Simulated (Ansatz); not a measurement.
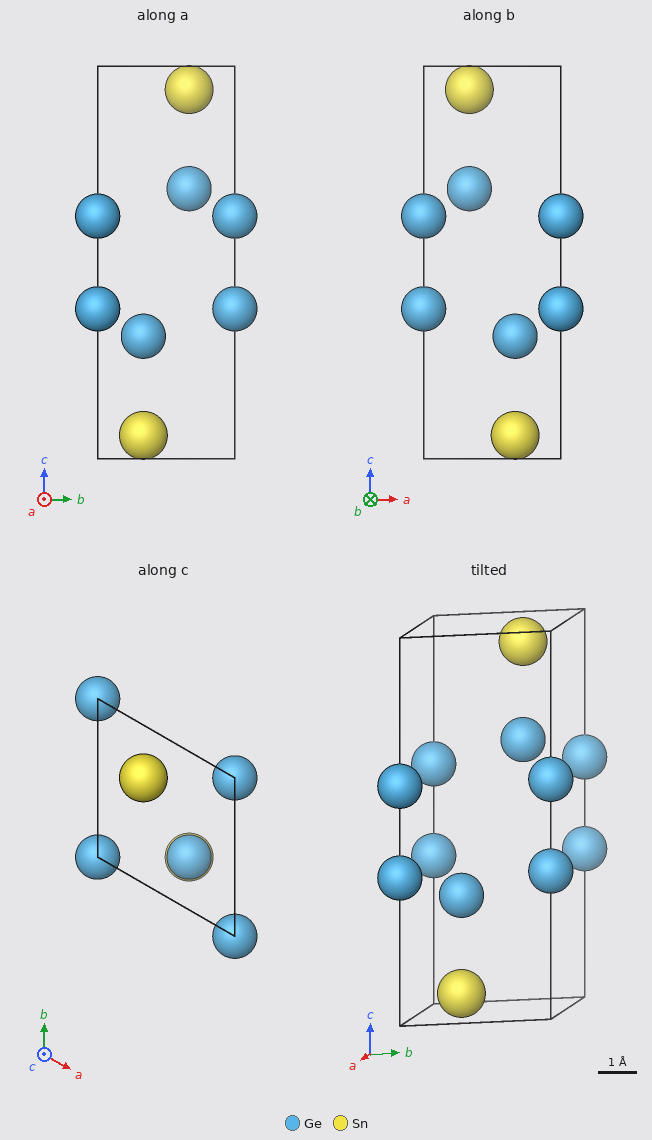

An orthographic spheres-only view of the structure, along the a axis, along the b axis, along the c axis and slightly off an axis. The frame is the conventional unit cell; atoms at its boundary are shown with their periodic copies.

Lattice parameters: a = 4.2268 Å, b = 4.2268 Å, c = 10.4694 Å, α = 90.000°, β = 90.000°, γ = 120.000°.

> Set out the cell and atoms as a CIF in P1 with every atom of the cell, with free fractional coordinates to two decimals.

```cif
data_structure
_symmetry_space_group_name_H-M 'P 1'
_symmetry_Int_Tables_number 1
_cell_length_a 4.2268
_cell_length_b 4.2268
_cell_length_c 10.4694
_cell_angle_alpha 90.000
_cell_angle_beta 90.000
_cell_angle_gamma 120.000
_cell_volume 161.99
loop_
_atom_site_label
_atom_site_type_symbol
_atom_site_fract_x
_atom_site_fract_y
_atom_site_fract_z
_atom_site_occupancy
Ge1 Ge 0.3333 0.6667 0.69 1
Ge2 Ge 0.00 0.00 0.38 1
Sn1 Sn 0.6667 0.3333 0.06 1
Ge3 Ge 0.00 0.00 0.62 1
Ge4 Ge 0.6667 0.3333 0.31 1
Sn2 Sn 0.3333 0.6667 0.94 1
```

The cell started as a structure type filled with these elements by a generator (whether the compound takes this form wasn't checked). Earlier steps of the study, as a rule a relaxation of our own, may have changed the cell and positions, so they can lie some per cent off the listed ones. It was the input of a calculation with Ansatz.
